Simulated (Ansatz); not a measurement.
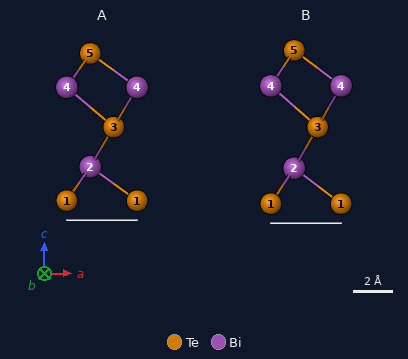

Two geometries of a slab of composition Bi2Te3, drawn at one scale. One is the start of a relaxation, the other its converged end. A ball-and-stick model of the 1 × 2 repeat of the cell, outlined in the plane, without the vacuum, seen along the b axis.

Computed with DFT PBE+D3(BJ), scalar-relativistic, plane waves, PAW in Ansatz 0.2.0. Set-up: plane-wave cutoff 420 eV; k-point mesh 6 × 6 × 1; occupations gaussian; smearing width 0.02 eV; no spin polarisation; atoms relaxed in a fixed cell; force threshold 0.01 eV/Å; at most 40 steps.

**Which of the two is the end point?**

Structure B is the relaxed one. Case: biaxial strain -0.040, atoms relaxed. The energy falls by 79.4 meV per cell of the calculation in 3 geometry steps. The largest force component goes from 0.63 to 0.0015 eV/Å. The largest moves, 0.16 Å, are those of Te1 and Te5. Te1 goes along the normal (−c). By element the largest moves are Te 0.16 Å, Bi 0.08 Å. The cell stays as it was. Near-neighbour distances that change, for instance: Bi2–Te3 3.161 → 3.210 Å, Bi4–Te5 2.975 → 3.023 Å. Cost: 17 s on 4 threads of Arm Neoverse V2, on a shared host, peak memory 1.1 GiB.
